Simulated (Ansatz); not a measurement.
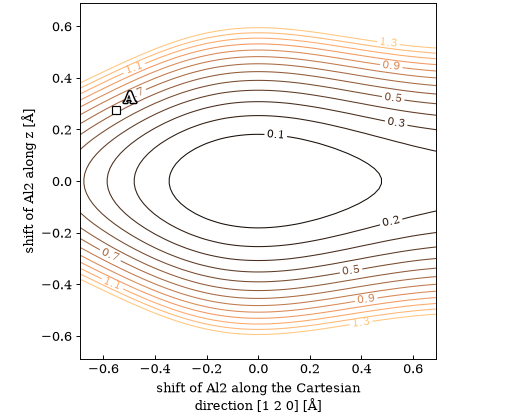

Al (P6_3/mmc, No. 194; 4 atoms in the cell). 
- One atom moved over a plane, all else fixed (x along [1 0 0], y along [1 2 0], z along [0 0 1] of the conventional cell).
- Coordinates scanned: (1) shift of Al2 along the Cartesian direction [1 2 0]; (2) shift of Al2 along z.
- Nothing is relaxed (all other atoms fixed).
- The scan uses an 11 × 11 grid; 66 points were computed and 55 follow by symmetry.
- Points are written as (first, second).
- Energies: eV per cell, counted from the lowest grid point.
- The calculation used Ansatz 0.2.0, DFT LDA+D3(BJ), scalar-relativistic, plane waves, PAW. Settings: cutoff 420 eV, k-mesh 18×18×6 in the order of the run's cell vectors, gaussian smearing 0.15 eV, no spin polarisation.

In the figure: contour lines labelled in eV (none above 1.3), the point A. Between grid points the surface is interpolated.

### Which way does the force act at A, and how strong is it?

A, at (−0.552 Å, 0.276 Å), is not a stationary point. The computed force is 3.2 eV/Å in the plane, pointing down and right in the picture (components 1.5 and −2.8 eV/Å).

PAW datasets: the set soft_1.
